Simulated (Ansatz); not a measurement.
# InSe: what the fields show

```
CELL_PARAMETERS angstrom
4.05000 0.00000 0.00000
-2.02500 3.50740 0.00000
0.00000 0.00000 16.93000
ATOMIC_POSITIONS crystal
In 0.33333 0.66667 0.16841
In 0.66667 0.33333 0.66841
In 0.33333 0.66667 0.33159
In 0.66667 0.33333 0.83159
Se 0.33333 0.66667 0.59564
Se 0.66667 0.33333 0.09564
Se 0.33333 0.66667 0.90436
Se 0.66667 0.33333 0.40436
```

Space group P6₃/mmc.

The calculation used DFT LDA, scalar-relativistic, plane waves, PAW in Ansatz.

In a PAW calculation such maps are meaningful between the atoms, not at the nuclei.

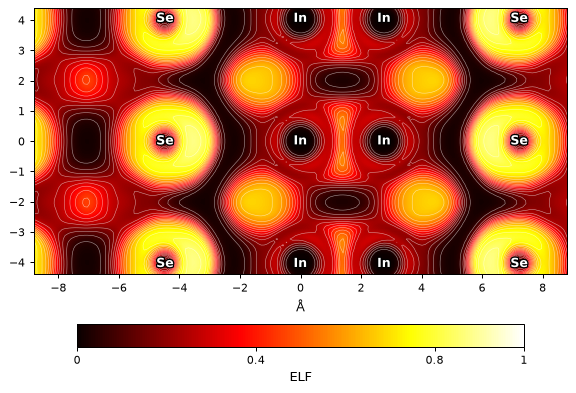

Figure 1. ELF on the (11̄0) plane of the conventional cell.

Read the bonding off the picture.

- The plane passes through In and Se nuclei.
- In–In (2.76 Å): the ELF reaches about 0.55 near the midpoint.
- The ELF also peaks beside Se, away from the bonds: lone-pair regions.

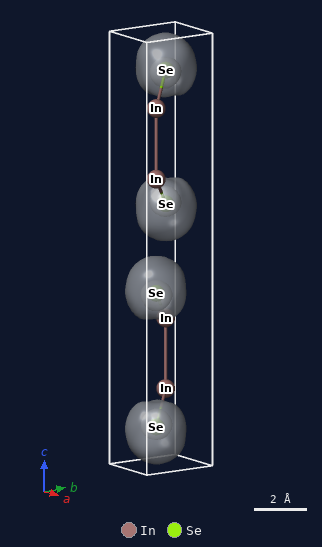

Figure 2. Isosurface of the ELF at 0.7 (grey), seen slightly off an axis. Core shells and regions of very low density are left out. Sticks mark near contacts.

What do the ELF domains correspond to?

At this value the surface marks out four regions wrapped around Se (the valence shell of each), counted in one cell of 8 atoms. Regions shared between cells count once. Along the contacts the grid gives the following. In–Se (2.64 Å): the ELF is about 0.50 at the midpoint.
